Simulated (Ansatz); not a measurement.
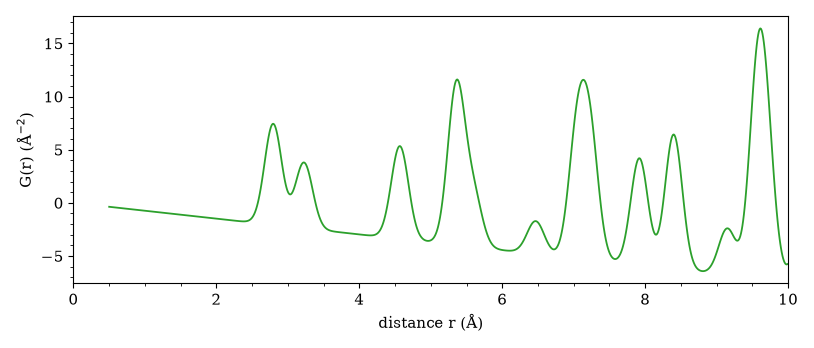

The curve is a calculated X-ray PDF: distances of the static structure, each pair weighted by the product of the atomic numbers (X-ray weights at Q = 0), broadened by Gaussians with σ = 0.12 Å. No termination ripples are included.

Candidate polymorphs:

A. 
```
CELL_PARAMETERS angstrom
3.23480 0.00000 0.00000
0.00000 3.23480 0.00000
0.00000 0.00000 3.23480
ATOMIC_POSITIONS crystal
Al 0.00000 0.00000 0.00000
Al 0.50000 0.50000 0.50000
```

B. 
```yaml
crystal:
  lattice:
    - [2.78793, 0.00000, 0.00000]
    - [0.00000, 4.88266, 0.00000]
    - [0.00000, 0.00000, 10.31009]
  atoms:
    - { symbol: Al, position: [0.00000, 0.00000, 0.86782] }
    - { symbol: Al, position: [0.50000, 0.00000, 0.63218] }
    - { symbol: Al, position: [0.00000, 0.50000, 0.36782] }
    - { symbol: Al, position: [0.50000, 0.50000, 0.13218] }
    - { symbol: Al, position: [0.50000, 0.00000, 0.36782] }
    - { symbol: Al, position: [0.00000, 0.00000, 0.13218] }
    - { symbol: Al, position: [0.50000, 0.50000, 0.86782] }
    - { symbol: Al, position: [0.00000, 0.50000, 0.63218] }
```

Origins: A, coordinates from a relaxation with Ansatz, DFT PBE, scalar-relativistic, plane waves, PAW; the starting structure was generated, so it need not be a known form of this composition; B, the geometry relaxed with DFT PBEsol, scalar-relativistic, plane waves, PAW in Ansatz; the starting structure was generated, so it need not be a known form of this composition.

> Which candidate gives this PDF?

Candidate A, Al, Im-3m (first clear peaks at 2.80 Å (Al–Al) and 3.22 Å (Al–Al)). B would give first clear peaks at 2.79 Å (Al–Al) and 3.44 Å (Al–Al).
